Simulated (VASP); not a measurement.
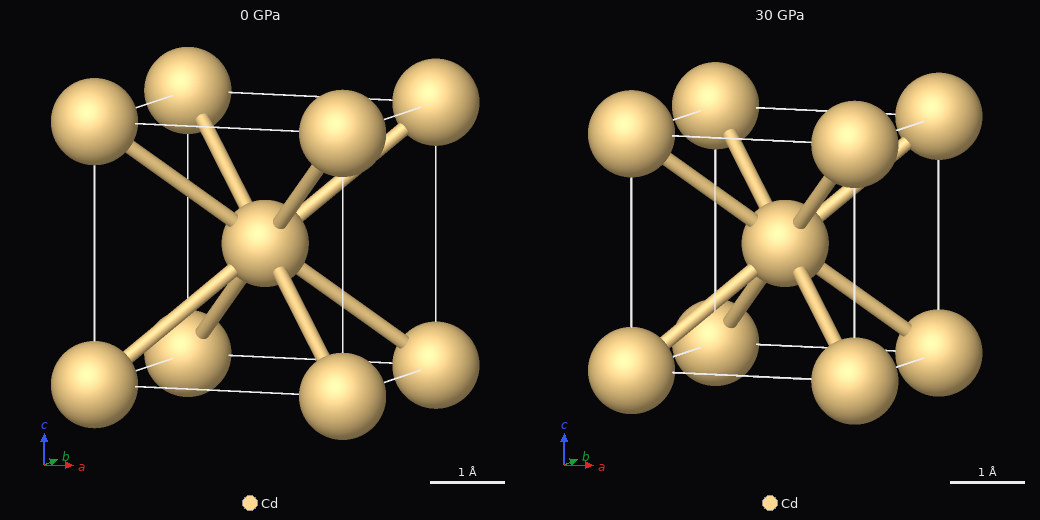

Cd, body-centred cubic (W type), space group Im-3m (No. 229), relaxed (cell and atoms) under a series of hydrostatic pressures; the conventional cell is drawn at the lowest and the highest, to one scale (sticks follow a distance rule). The start was a structure listed in the Materials Project. This isn't the form of Cd at room conditions, which is hcp.

Alike in all runs: VASP 6.6.1; functional PBE; VASP's PAW PBE potentials, release 64 (Cd); cutoff 600 eV; k mesh 10 × 10 × 10 on the run's cell of 1 atom; occupations fermi-dirac, width 0.05 eV; no spin polarisation; no spin-orbit coupling.

| pressure (GPa) | volume (Å³/atom) | a (Å) |
| --- | --- | --- |
| 0.0 | 23.533 | 3.611 |
| 1.9 | 22.391 | 3.551 |
| 5.0 | 21.163 | 3.485 |
| 10.0 | ? | ? |
| 20.0 | 18.260 | 3.318 |
| 30.0 | 17.162 | 3.250 |

Q: What equation of state do the given rows imply, and what volume does it predict for the missing row?

A: The fit gives V0 = 23.48 Å³/atom, B0 = 35 GPa and B0′ = 6.6, which puts the volume at 10.0 GPa at 19.88 Å³/atom. The run gave volume 19.889 Å³/atom; a 3.414 Å.

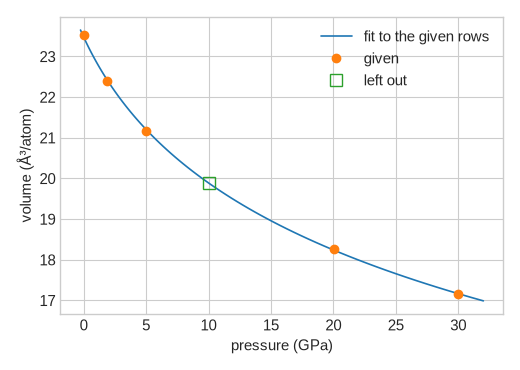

Volume against pressure, with the fit. The structure was kept in its own symmetry, so a change to another phase within this range wouldn't be seen.
